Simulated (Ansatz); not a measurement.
# BaTiO$_{3}$: a changed input and its effect

System: BaTiO$_{3}$ (10 atoms in the cell).
Method of run 1: DFT with r2SCAN, PAW plane waves, no spin polarisation (Ansatz 0.2.0).

The structure derives from an entry of the Crystallography Open Database. Text and figures count atoms from 1; the logs count them from 0 in places.

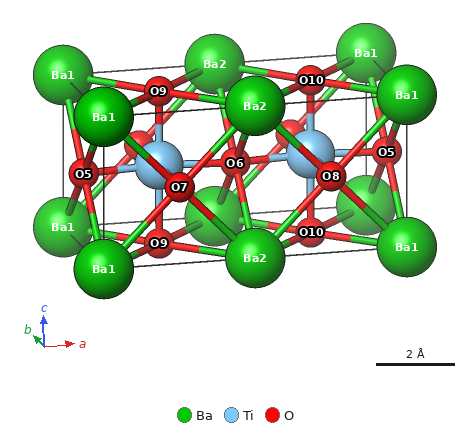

Figure 1. The input geometry (ball-and-stick view of the cell of the calculation, seen slightly off an axis; atoms are numbered from 1 in the order of the input).

## Input, run 1
```yaml
crystal:
  lattice:
    - [-8.06670129, 0.0, 0.0]
    - [0.0, -2.87212104, 2.88097921]
    - [0.0, 2.87212104, 2.88097921]
  atoms:
    - { symbol: Ba, position: [0.0, 0.0, 0.0] }
    - { symbol: Ba, position: [0.5, 0.0, 0.0] }
    - { symbol: Ti, position: [0.25, 0.5079, 0.5079] }
    - { symbol: Ti, position: [0.75, 0.5079, 0.5079] }
    - { symbol: O, position: [0.0, 0.4921, 0.4921] }
    - { symbol: O, position: [0.5, 0.4921, 0.4921] }
    - { symbol: O, position: [0.25, 0.99371, 0.50251] }
    - { symbol: O, position: [0.75, 0.99371, 0.50251] }
    - { symbol: O, position: [0.25, 0.50251, 0.99371] }
    - { symbol: O, position: [0.75, 0.50251, 0.99371] }
  symmetry: { tolerance: 0.0003 }
kpoints:
  mp_grid: { grid: [3, 5, 5], shift: [0, 0, 0] }
magnetization:
  spin_polarized: false
scf:
  occupations: { method: fermi_dirac }
hamiltonian:
  pseudopotentials: { kind: paw }
  xc: r2scan
basis:
  ecutwfc: 500
output:
  forces: true
  stress: true
  eigenvalues: true
```

Launched with:
```bash
ansatz run input.yaml --threads 1 --pin off --max-ram 2560MiB --backend cpu --events-out ev --progress --plain --runs-dir out
```

Hardware: 1 thread of Arm Neoverse V1, 24 GiB of memory available, shared host.

## Output, shortened to warnings, some set-up lines, iterations and results (run 1)
```
Basis set: ecut = 500 eV, 3429 PW (Γ), exchange–correlation on 240×120×120 points (64 copies of the dense FFT grid, shifted against one another)
Symmetry: 8 space group operations
k-points: 18 of 75 (time reversal used)
Initial density: superposition of atomic densities (neutral atoms: chi_scale 0, normalization atom), corrected by the library's trained network
[...]
SCF iter   1: F=—  HF=-20367.299675 eV  |F-HF|=—  |Δ(HF+E_count)|=         —  Δρ=2.20e-2  dr2=8.35e-1  dr2_τ=4.51e-1  ethr=1.77e-3  ⟨swp⟩=6.6  Hψ=3821  notcnv=0
SCF iter   2: F=—  HF=-20367.475385 eV  |F-HF|=—  |Δ(HF+E_count)|=   1.76e-1  Δρ=1.23e-2  dr2=1.34e-1  dr2_τ=4.82e-2  ethr=1.04e-3  ⟨swp⟩=3.2  Hψ=1699  notcnv=0  defer=30
SCF iter   3: F=—  HF=-20367.457532 eV  |F-HF|=—  |Δ(HF+E_count)|=   1.79e-2  Δρ=3.66e-3  dr2=1.26e-2  dr2_τ=8.97e-4  ethr=1.67e-4  ⟨swp⟩=2.0  Hψ=1344  notcnv=0  defer=30
SCF iter   4: F=—  HF=-20367.455704 eV  |F-HF|=—  |Δ(HF+E_count)|=   1.83e-3  Δρ=1.55e-3  dr2=2.39e-3  dr2_τ=3.69e-4  ethr=1.58e-5  ⟨swp⟩=2.0  Hψ=1392  notcnv=0  defer=30
SCF iter   5: F=—  HF=-20367.455378 eV  |F-HF|=—  |Δ(HF+E_count)|=   3.26e-4  Δρ=3.19e-4  dr2=1.08e-4  dr2_τ=8.56e-6  ethr=2.98e-6  ⟨swp⟩=2.4  Hψ=1301  notcnv=0  defer=30
SCF iter   6: F=—  HF=-20367.455385 eV  |F-HF|=—  |Δ(HF+E_count)|=   6.77e-6  Δρ=7.76e-5  dr2=9.48e-6  dr2_τ=6.08e-7  ethr=1.36e-7  ⟨swp⟩=2.5  Hψ=1455  notcnv=0  defer=30
SCF iter   7: F=—  HF=-20367.455378 eV  |F-HF|=—  |Δ(HF+E_count)|=   7.31e-6  Δρ=4.12e-5  dr2=1.91e-6  dr2_τ=2.36e-7  ethr=1.19e-8  ⟨swp⟩=2.0  Hψ=1380  notcnv=0  defer=30
SCF iter   8: F=—  HF=-20367.455377 eV  |F-HF|=—  |Δ(HF+E_count)|=   3.19e-7  Δρ=9.83e-6  dr2=1.36e-7  dr2_τ=1.26e-8  ethr=2.39e-9  ⟨swp⟩=2.0  Hψ=1390  notcnv=0  defer=30
SCF iter   9: F=-20367.455377 eV  HF=-20367.455377 eV  |F-HF|=3.53e-10  |Δ(HF+E_count)|=   1.36e-8  Δρ=9.30e-7  dr2=6.42e-10  dr2_τ=1.26e-10  ethr=1.25e-10  ⟨swp⟩=8.6  …
SCF 1 converged in 9 iterations: F = -20367.455377 eV  dr2 = 6.42e-10
SCF converged after 9 iterations
Free energy (F): -20367.455377 eV
Harris-Foulkes:  -20367.455377 eV  (|F-HF|=3.53e-10)
Internal energy: -20367.455359 eV  (E = F + TS)
E sigma→0 (E₀):  -20367.455368 eV
Entropy (-TS):   -0.000019 eV (-0.002 meV/atom)
Fermi energy:    10.522447 eV
--- Per-component energies (eV) ---
  E_band       = -394.115068
  E_kinetic    = 1937.735808
  E_local      = -4285.165954  (includes V_loc(G=0)·N_el)
  E_nonlocal   = 398.068450
  E_hartree    = 1663.168683
  E_xc         = -948.128950
  E_vxc        = -1205.131664  (∫ρ·V_xc dr)
  E_paw        = -13568.351162  (= ΣΔE_a)
  E_vpaw       = -639.595126  (= ΣTr[D̂ρ^β])
  E_aug_tail   = 0.005951  (compensation charges beyond the density's cutoff)
  E_vtau       = 73.630326  (kinetic-family band-sum trace: ∫τ·v_τ [+ j·A + Jᵃ·Aᵃ] dr)
  E_ewald      = -5564.230456
  E_core_change = -0.557728  (= ΣΔE_core)
  E_smearing   = -0.000019  (= −TS)
  E_closure    = 0.000000  (closes the sum)
  Σ components = -20367.455377   (vs F -20367.455377, Δ=0.00e0)
--- Forces (eV/Å), atoms counted from 1 ---
  atom   1  Ba     0.00000000    -0.00000000     0.08971981
  atom   2  Ba     0.00000000    -0.00000000     0.08971981
  atom   3  Ti     0.00000000    -0.00000000     0.35555977
  atom   4  Ti     0.00000000    -0.00000000     0.35555977
  atom   5  O      0.00000000    -0.00000000     0.13151762
  atom   6  O      0.00000000    -0.00000000     0.13151762
  atom   7  O      0.00000000     0.12737754    -0.28833347
  atom   8  O      0.00000000     0.12737754    -0.28833347
  atom   9  O      0.00000000    -0.12737754    -0.28833347
  atom  10  O      0.00000000    -0.12737754    -0.28833347
  max |Σ_I F_I| component: 2.61e-4 eV/Å
--- Stress (GPa, compression-positive) ---
       -6.625801       0.000000      -0.000000
        0.000000      -7.158732       0.000000
       -0.000000       0.000000      -7.845163
  P = ⅓ Tr σ = -7.2099 GPa (-72.099 kbar)
```

The input of run 2 differs as follows (lines with − go, lines with + come):
```diff
-  occupations: { method: fermi_dirac }
+  occupations: { method: cold, width: 0.2 }
+  n_extra_bands: 4
+  hubbard: { sites: [{ species: Ti, l: d, u_eff: 4.0 }], double_counting: amf }
```

Predict how the results change.

The total energies belong to different models, so their difference says nothing on which is more stable or more accurate. The largest force goes from 0.356 to 0.320 eV/Å. The SCF takes 10 iterations against 9. The two runs start from different initial densities, which also moves the count.

## Output, shortened to warnings, some set-up lines, iterations and results (run 2)
```
Basis set: ecut = 500 eV, 3429 PW (Γ), exchange–correlation on 240×120×120 points (64 copies of the dense FFT grid, shifted against one another)
Symmetry: 8 space group operations
k-points: 18 of 75 (time reversal used)
Initial density: superposition of atomic densities (chi_scale 0.1, normalization cell, long waves of neutral atoms under a Hubbard term (reshape's long-wave potential 0.00 eV rms, cloud 2.81 Å wide))
[...]
SCF iter   1: F=—  HF=-20367.479070 eV  |F-HF|=—  |Δ(HF+E_count)|=         —  Δρ=5.61e-2  dr2=5.19e0  dr2_τ=4.27e-1  ethr=3.10e-3  ⟨swp⟩=5.7  Hψ=3334  notcnv=0
SCF iter   2: F=—  HF=-20367.511065 eV  |F-HF|=—  |Δ(HF+E_count)|=   3.20e-2  S|Δr|=    0.00e0  Δρ=2.98e-2  dr2=9.57e-1  dr2_τ=1.12e-1  ethr=3.10e-3  ⟨swp⟩=3.4  Hψ=1807  …
SCF iter   3: F=—  HF=-20367.571719 eV  |F-HF|=—  |Δ(HF+E_count)|=   6.07e-2  S|Δr|=    0.00e0  Δρ=1.39e-2  dr2=3.40e-1  dr2_τ=2.56e-2  ethr=1.20e-3  ⟨swp⟩=2.0  Hψ=1187  …
SCF iter   4: F=—  HF=-20367.559375 eV  |F-HF|=—  |Δ(HF+E_count)|=   1.23e-2  S|Δr|=    0.00e0  Δρ=6.67e-3  dr2=5.43e-2  dr2_τ=7.83e-3  ethr=4.25e-4  ⟨swp⟩=2.0  Hψ=1404  …
SCF iter   5: F=—  HF=-20367.554985 eV  |F-HF|=—  |Δ(HF+E_count)|=   4.39e-3  S|Δr|=    0.00e0  Δρ=1.37e-3  dr2=2.12e-3  dr2_τ=2.40e-4  ethr=6.79e-5  ⟨swp⟩=2.1  Hψ=1343  …
SCF iter   6: F=—  HF=-20367.555531 eV  |F-HF|=—  |Δ(HF+E_count)|=   5.46e-4  S|Δr|=    0.00e0  Δρ=3.70e-4  dr2=2.03e-4  dr2_τ=1.08e-5  ethr=2.65e-6  ⟨swp⟩=2.0  Hψ=1336  …
SCF iter   7: F=—  HF=-20367.555558 eV  |F-HF|=—  |Δ(HF+E_count)|=   2.72e-5  S|Δr|=    0.00e0  Δρ=1.29e-4  dr2=1.84e-5  dr2_τ=2.16e-6  ethr=2.53e-7  ⟨swp⟩=2.6  Hψ=1436  …
SCF iter   8: F=—  HF=-20367.555550 eV  |F-HF|=—  |Δ(HF+E_count)|=   7.81e-6  S|Δr|=    0.00e0  Δρ=5.19e-5  dr2=2.82e-6  dr2_τ=4.75e-7  ethr=2.30e-8  ⟨swp⟩=2.0  Hψ=1330  …
SCF iter   9: F=—  HF=-20367.555550 eV  |F-HF|=—  |Δ(HF+E_count)|=   1.48e-7  S|Δr|=    0.00e0  Δρ=1.34e-5  dr2=1.90e-7  dr2_τ=9.77e-9  ethr=3.52e-9  ⟨swp⟩=2.0  Hψ=1244  …
SCF iter  10: F=-20367.555550 eV  HF=-20367.555550 eV  |F-HF|=2.20e-9  |Δ(HF+E_count)|=  7.64e-10  S|Δr|=    0.00e0  Δρ=2.18e-6  dr2=4.99e-9  dr2_τ=2.34e-10  ethr=1.25e-10  …
SCF 1 converged in 10 iterations: F = -20367.555550 eV  dr2 = 4.99e-9
SCF converged after 10 iterations
Stability not checked: this state was not tested for a lower state beside it, because cold or Methfessel-Paxton smearing, or corrected tetrahedra, fill the levels in a way that the test cannot read (fill_not_monotonic; see scf.lower_state_search)
Free energy (F): -20367.555550 eV
Harris-Foulkes:  -20367.555550 eV  (|F-HF|=2.20e-9)
Internal energy: -20367.555550 eV  (E = F + TS)
E sigma→0 (E₀):  -20367.555550 eV
Fermi energy:    10.696379 eV
Step filling:    the computed levels leave a gap of 2.3408 eV = 11.7 smearing widths at the electron count; against every level under it full and every level over it empty, smearing changes F+E_penalty+E_count by -1.37e-17 meV and its σ→0 estimate by -3.69e-15 meV
--- Per-component energies (eV) ---
  E_band       = -394.491064
  E_kinetic    = 1937.732790
  E_local      = -4285.030761  (includes V_loc(G=0)·N_el)
  E_nonlocal   = 398.155861
  E_hartree    = 1663.042481
  E_xc         = -948.113596
  E_vxc        = -1205.126708  (∫ρ·V_xc dr)
  E_hubbard    = -0.121239  (on-site DFT+U / exact-exchange correction)
  E_vhub       = -0.242478  (the Hubbard potential's part of the band-sum identity)
  E_paw        = -13568.438856  (= ΣΔE_a)
  E_vpaw       = -639.712460  (= ΣTr[D̂ρ^β])
  E_aug_tail   = 0.005954  (compensation charges beyond the density's cutoff)
  E_vtau       = 73.640912  (kinetic-family band-sum trace: ∫τ·v_τ [+ j·A + Jᵃ·Aᵃ] dr)
  E_ewald      = -5564.230456
  E_core_change = -0.557728  (= ΣΔE_core)
  E_smearing   = 0.000000  (= −TS)
  E_closure    = -0.000000  (closes the sum)
  Σ components = -20367.555550   (vs F -20367.555550, Δ=0.00e0)
DFT+U double counting: amf (around mean field; hamiltonian.hubbard.double_counting)
--- Forces (eV/Å), atoms counted from 1 ---
  atom   1  Ba     0.00000000    -0.00000000     0.09023380
  atom   2  Ba     0.00000000    -0.00000000     0.09023380
  atom   3  Ti     0.00000000    -0.00000000     0.32002459
  atom   4  Ti     0.00000000    -0.00000000     0.32002459
  atom   5  O      0.00000000    -0.00000000     0.14016778
  atom   6  O      0.00000000    -0.00000000     0.14016778
  atom   7  O      0.00000000     0.12251935    -0.27516493
  atom   8  O      0.00000000     0.12251935    -0.27516493
  atom   9  O      0.00000000    -0.12251935    -0.27516493
  atom  10  O      0.00000000    -0.12251935    -0.27516493
  max |Σ_I F_I| component: 1.93e-4 eV/Å
--- Stress (GPa, compression-positive) ---
       -6.731681       0.000000      -0.000000
        0.000000      -7.268669       0.000000
       -0.000000       0.000000      -7.941465
  P = ⅓ Tr σ = -7.3139 GPa (-73.139 kbar)
Occupation matrices written to [file]
```

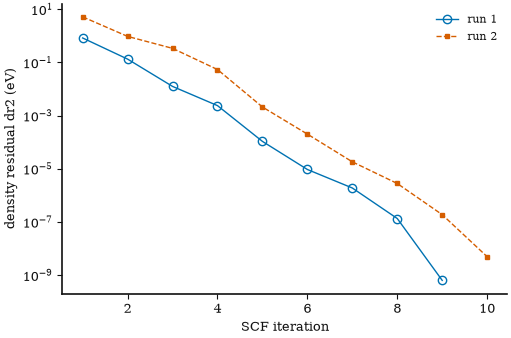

Figure 2. Convergence of the two runs: density residual dr2 against the SCF iteration. Run 1 takes 9 iterations in all, and run 2 takes 10.

## The two runs side by side

| quantity | run 1 | run 2 |
| --- | --- | --- |
| outcome | converged | converged |
| free energy per atom (eV) | −2036.7455 | −2036.7556 |
| pressure (GPa) | −7.21 | −7.31 |
| largest force (eV/Å) | 0.356 | 0.320 |
| SCF iterations | 9 | 10 |
| irreducible k-points | 18 | 18 |
| plane waves at Γ | 3429 | 3429 |
| gap on the mesh (eV) | – | 2.34 |
| wall time (shared host) | 35 s | 38 s |

For run 1: The cell is under a tension of 7.2 GPa at this level, so it is not at its equilibrium volume. For run 2: These settings are looser than, or depart from, a standard set-up, so the numbers are not reference values for this system.
